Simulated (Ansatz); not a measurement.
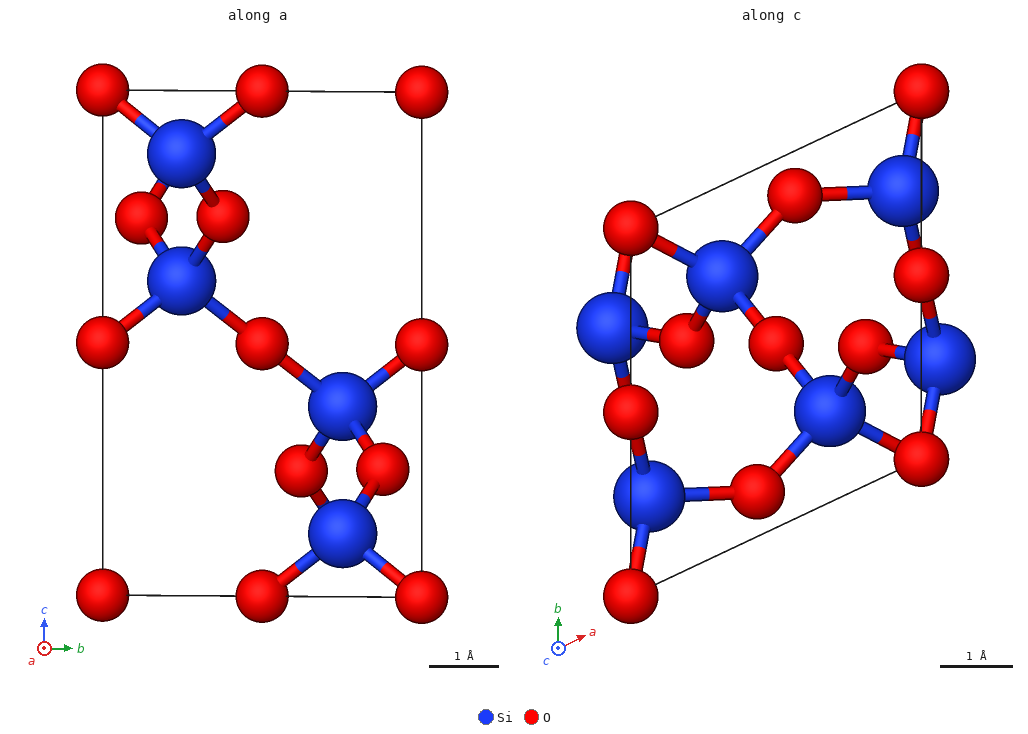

The crystal in a ball-and-stick representation, seen along the a axis and along the c axis. The conventional unit cell is outlined; an atom on or near a face, edge or corner is repeated at each equivalent position.

SiO₂, space group P-1 (No. 2), a = 4.72 Å, b = 5.22 Å, c = 7.73 Å, α = 83.16°, β = 73.50°, γ = 63.91°.

Calculation details: DFT r2SCAN, scalar-relativistic, plane waves, PAW (Ansatz); a plane-wave cutoff of 500 eV, k-points about 0.26 Å⁻¹ apart, Gaussian smearing of 0.02 eV, no spin polarisation.

Q: Classify it as metallic or gapped, with the value.

A: An insulator at this level, with a gap of 6.36 eV on the k-mesh (the true edges may lie between mesh points, so the gap can be somewhat smaller).

Its origin is a structure listed in the Materials Project. The cell was then strained or its atoms displaced on purpose. The atoms were relaxed in a fixed cell with DFT r2SCAN, scalar-relativistic, plane waves, PAW (Ansatz 0.2.0).
